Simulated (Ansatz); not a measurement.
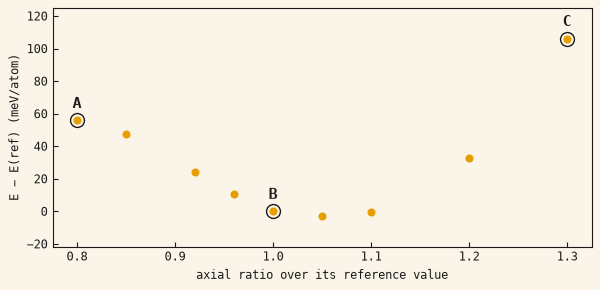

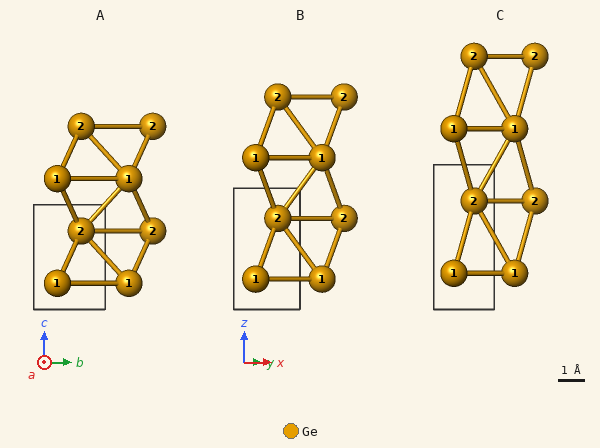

Energy scan for a crystal of Ge (Cmcm), in which the ratio of the cell's length along z to its lengths across, counted as 1 for the reference, is changed at fixed volume (a c/a path), with the atoms kept at their fractional coordinates. x, y and z are the Cartesian axes of the input. The lettered frames are marked on the plot. Style: ball-and-stick. Shown: the cell of the calculation, repeated 3 × 2 × 2 with one cell outlined, along the a axis.

Computed with DFT PBEsol+D3(BJ), scalar-relativistic, plane waves, PAW (Ansatz). Set-up: plane-wave cutoff 420 eV; k-point mesh 20 × 20 × 12; occupations gaussian; smearing width 0.15 eV; no spin polarisation. Energies (free energies at the smearing named) are counted from the cell as listed in its source, which wasn't relaxed.

What does the scan show?

Answer. Of the computed points the lowest is at the relative ratio 1.05, −3.1 meV/atom. The unrelaxed reference is under a pressure of −2.7 GPa. The distortion keeps the space group Cmcm. At the relative ratio 1.30 the cell of the drawing goes a 2.991 → 2.741 Å, b 2.991 → 2.741 Å, c 4.728 → 5.631 Å.

The computed points:

```
axial ratio over its reference value  E − E(ref) (meV/atom)
                                0.80                   55.9
                                0.85                   47.5
                                0.92                   24.0
                                0.96                   10.6
                                1.00                    0.0
                                1.05                   −3.1
                                1.10                   −0.3
                                1.20                   32.8
                                1.30                  106.2
```
